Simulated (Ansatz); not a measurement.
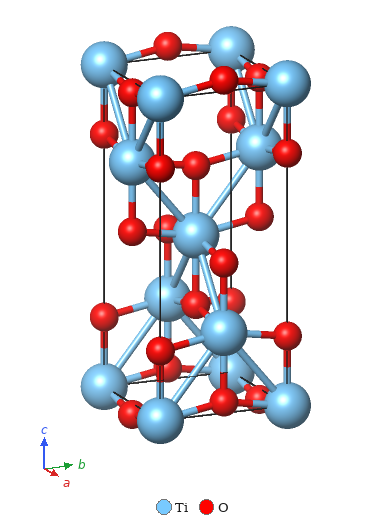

An orthographic ball-and-stick view of the structure, slightly off an axis. Lines trace the edges of the conventional unit cell.

TiO2, space group I4_1/amd (No. 141), a = 3.76 Å, b = 3.76 Å, c = 9.03 Å, α = 90.00°, β = 90.00°, γ = 90.00°.

The numbers come from Ansatz, DFT PBE, scalar-relativistic, plane waves, PAW, using E_cut = 420 eV, k-points about 0.23 Å⁻¹ apart, Gaussian smearing of 0.02 eV, no spin polarisation.

> What is the electronic character?

A semiconductor at this level, with a gap of 1.99 eV on the k-mesh (the true edges may lie between mesh points, so the gap can be somewhat smaller).

Source of the structure: a structure listed in the Materials Project. It was relaxed at fixed volume with Ansatz, DFT PBE, scalar-relativistic, plane waves, PAW.

At this level of theory the cell isn't at rest (compressed, at 18 GPa), so its distances can differ from those at equilibrium, the more so the softer the solid.
